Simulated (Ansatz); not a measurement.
SnO: several calculations on one system

Part 1: Relaxation

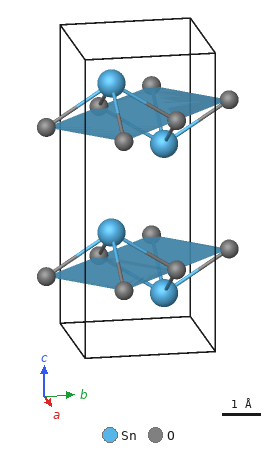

This is the input geometry for a relaxation of crystalline SnO (set up in P4/nmm). The picture is a polyhedral view of the cell of the calculation, seen slightly off an axis.

Case: relaxed at 30 GPa.

All numbers below come from DFT r2SCAN, scalar-relativistic, plane waves, PAW (Ansatz).

The input:
```yaml
crystal:
  lattice:
    - [2.5086895477, -2.5086895427, 0.0]
    - [2.5086895477, 2.5086895427, 0.0]
    - [0.0, 0.0, 8.2887979268]
  atoms:
    - { symbol: Sn, position: [0.7499974038, 0.2500025962, 0.8864622596] }
    - { symbol: Sn, position: [0.2500025962, 0.7499974038, 0.1135377404] }
    - { symbol: Sn, position: [0.7500025962, 0.2499974038, 0.3864622596] }
    - { symbol: Sn, position: [0.2499974038, 0.7500025962, 0.6135377404] }
    - { symbol: O, position: [0.2500017044, 0.2499982956, 0.25] }
    - { symbol: O, position: [0.7499982956, 0.7500017044, 0.75] }
    - { symbol: O, position: [0.2499982956, 0.2500017044, 0.75] }
    - { symbol: O, position: [0.7500017044, 0.7499982956, 0.25] }
basis:
  ecutwfc: 500
kpoints:
  mp_grid: { grid: [10, 10, 4] }
hamiltonian:
  xc: r2scan
scf:
  occupations: { method: gaussian, width: 0.1 }
output:
  forces: true
  stress: true
  eigenvalues: true
relax:
  adjacent_minimum: "off"
  f_tol: 0.008
  max_steps: 50
  cell: { stress_tol: 0.08, p_target: 30.0 }
```

Command:
```bash
ansatz run input.yaml --threads 2 --pin off --max-ram 5120MiB --backend cpu --events-out ev --progress --plain --runs-dir out
```

> What does the optimiser find from here?

The largest moves relative to the cell, 0.050 Å, are those of Sn1, Sn2, Sn3 and Sn4. Sn2 goes along −c. O stays in place. The drawn cell changes as follows: a = b 3.548 → 3.559 Å (+0.3 %), c 8.289 → 8.132 Å (−1.9 %); the volume changes by −1.3 %. Among the contacts that change: Sn1–O6 2.104 → 2.124 Å. The space group stays P4/nmm (No. 129). After 3 accepted moves (5 points after the start) the energy has risen by 15.9 meV per atom. With the target pressure of 30 GPa, the enthalpy E + pV changes by −15.5 meV per atom. The largest force component goes from 1.3 to 0.00017 eV/Å. The pressure goes from 31.95 to 29.99 GPa. The line search rejected the trial step at point 1 of the run. At 1 point the geometry stayed and the basis and grid were re-selected for the new cell (energy shift of 0.1 meV per atom at most each time). Cost: 2.3 min on 2 threads of Arm Neoverse V1 (shared host), peak memory 0.77 GiB.

After the run, drawn alike:

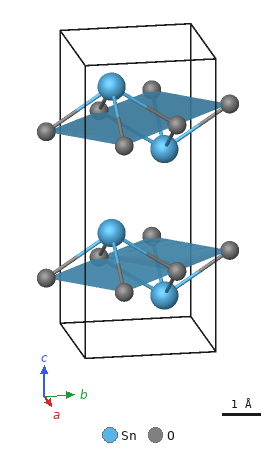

Limits of the set-up: layers or molecules are held without a dispersion correction, so their spacing is unreliable.

Part 2: Relaxation

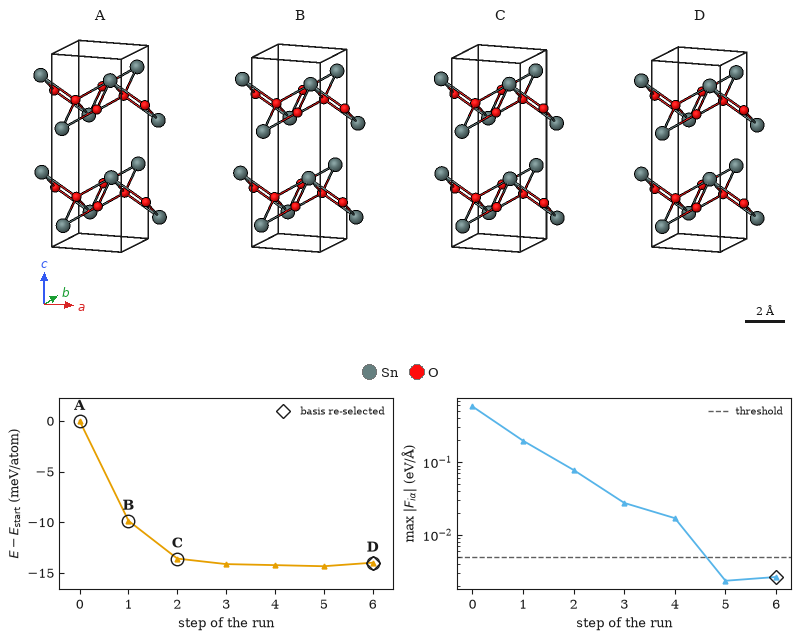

Frames of a relaxation of a crystal of SnO (set up in Cmce), marked on the history of the run. A ball-and-stick model of the cell of the calculation, seen slightly off an axis.

Computed with DFT r2SCAN, scalar-relativistic, plane waves, PAW (Ansatz).

Input
```yaml
crystal:
  lattice:
    - [2.736912, -2.737796, 0.0]
    - [2.736912, 2.737796, 0.0]
    - [0.0, 0.0, 10.22196]
  atoms:
    - { symbol: Sn, position: [0.736547, 0.263453, 0.863858] }
    - { symbol: Sn, position: [0.263453, 0.736547, 0.136142] }
    - { symbol: Sn, position: [0.763453, 0.236547, 0.363858] }
    - { symbol: Sn, position: [0.236547, 0.763453, 0.636142] }
    - { symbol: O, position: [0.261944, 0.238056, 0.25] }
    - { symbol: O, position: [0.738056, 0.761944, 0.75] }
    - { symbol: O, position: [0.238056, 0.261944, 0.75] }
    - { symbol: O, position: [0.761944, 0.738056, 0.25] }
basis:
  ecutwfc: 500
kpoints:
  mp_grid: { grid: [8, 8, 4] }
hamiltonian:
  xc: r2scan
scf:
  occupations: { method: gaussian, width: 0.02 }
output:
  forces: true
  stress: true
  eigenvalues: true
relax:
  adjacent_minimum: "off"
  f_tol: 0.005
  max_steps: 80
  cell: { stress_tol: 0.05 }
```

Command:
```bash
ansatz run input.yaml --threads 2 --pin off --max-ram 5120MiB --backend cpu --events-out ev --progress --plain --runs-dir out
```

> What happens along the run?

The energy falls by 14.0 meV per atom in 5 accepted moves (6 points after the start). Largest force component: 0.58 eV/Å at the start, 0.0027 eV/Å at the end. The pressure goes from −4.16 to 0.01 GPa. The SCF was repeated once at an unchanged geometry on a basis and grid sized afresh for the cell, which shifted the energy by 0.3 meV per atom at most. The largest moves relative to the cell, 0.076 Å, are those of Sn1, Sn2, Sn3 and Sn4. Sn4 goes roughly along [3 −3 −1]. By element the largest moves are Sn 0.076 Å, O 0.065 Å. Cell: a = b 3.871 → 3.808 Å (−1.6 %), c 10.222 → 9.881 Å (−3.3 %). Volume −6.5 %. Some distances before and after: Sn1–O6 2.264 → 2.223 Å. The space group (tolerance 0.01 Å) goes from Cmce (No. 64) to P4/nmm (No. 129). From step 0 to 1: Sn and O atoms move most (0.19 Å), volume −5.3 %, energy −9.8 meV per atom. From step 1 to 2: Sn and O atoms move most (0.16 Å), volume −0.5 %, energy −3.7 meV per atom. From step 2 to 6: Sn atoms move most (0.04 Å), volume −0.8 %, energy −0.4 meV per atom.

```
step  E − E(0), meV/atom  largest force component, eV/Å  pressure, GPa  volume, Å³/atom                      note
   0                0.00                         0.5808          -4.16           19.149                          
   1               -9.85                         0.1968           0.69           18.140                          
   2              -13.58                         0.0781           0.34           18.056                          
   3              -14.12                         0.0276          -0.17           18.063                          
   4              -14.22                         0.0171          -0.02           17.990                          
   5              -14.33                         0.0024           0.00           17.907                          
   6              -13.98                         0.0027           0.01           17.907  same geometry, new basis
```

Limits of the set-up: layers or molecules are held without a dispersion correction, so their spacing is unreliable.

Part 3: Series

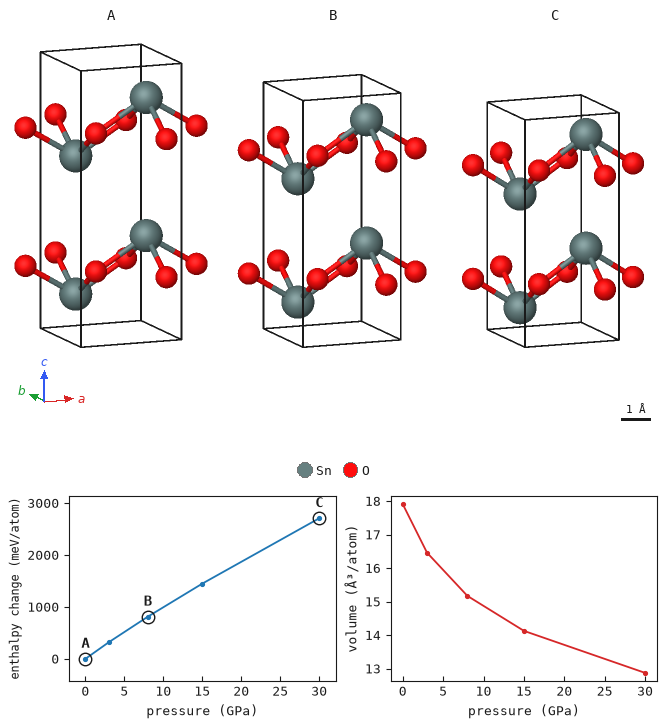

Members of a series of calculations on crystalline SnO (set up in Cmce), marked on the first curve. Style: ball-and-stick. Shown: the cell of the calculation, slightly off an axis.

Computed with DFT r2SCAN, scalar-relativistic, plane waves, PAW in Ansatz 0.2.0. Settings: plane-wave cutoff 500 eV; k-point mesh 10 × 10 × 4; occupations gaussian; no spin polarisation. Smearing widths differ between the runs.

### How does the crystal respond to pressure?

The structure is relaxed at several pressures. A (pressure 0.0 GPa): enthalpy change 0.0 meV/atom, volume 17.91 Å³ per atom. B (pressure 8.0 GPa): enthalpy change 812 meV/atom, volume 15.17 Å³ per atom. C (pressure 30.0 GPa): enthalpy change 2708 meV/atom, volume 12.87 Å³ per atom. The rest compares A with C. The volume changes by −28.1 %, with a = b 3.808 → 3.559 Å (−6.5 %), c 9.881 → 8.132 Å (−17.7 %). Among the bonded contacts that change: O–Sn 2.223 → 2.124 Å.

Limits of the set-up: layers or molecules are held without a dispersion correction, so their spacing is unreliable.
